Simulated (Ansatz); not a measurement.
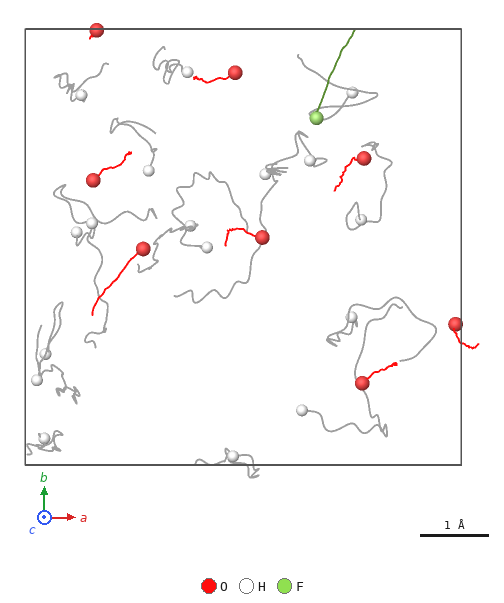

First-principles dynamics of a periodic cell with 8 H2O + 1 HF at 0.995 g/cm³, 75 fs long. It starts from the last geometry of an earlier run, with fresh velocities. Lines trace each atom's path, in the colour of its element; spheres stand at the starting positions. Seen along the c axis in the simulation cell.

These are results of DFT r2SCAN, scalar-relativistic, plane waves, PAW in Ansatz 0.2.0, not measurements. Run with plane-wave cutoff 500 eV; k-point mesh 1 × 1 × 1; Fermi-Dirac smearing 0.05 eV; low-accuracy preset; constant energy (NVE); velocities drawn for 1500 K; time step 0.75 fs.

Q: How do the atoms move?

A: Root-mean-square distances from the starting positions over the second half, with the common drift of all atoms taken out: F 1.21 Å, H 1.08 Å, O 0.73 Å. The heavy atoms stay within a fraction of a molecule's size of their starting places; so short a run doesn't tell a liquid from a solid. The total energy stays between −1.2 and 0.64 meV per atom of its start. A straight-line fit has a slope that amounts to −0.14 meV per atom over 75 fs (under 0.1 % of the mean kinetic energy), and the ripple about it is 2.5 % of the kinetic energy's fluctuation. With a drift under 2 % and a ripple under 7 %, the integration is accurate.

Limits of the set-up: the program's low-accuracy preset was used; the periodic images lie only 6.5 Å apart, so the values are limited by the cell's size.

Cost: 34 min on 1 thread of Arm Neoverse N1 (shared host), peak memory 0.63 GiB.
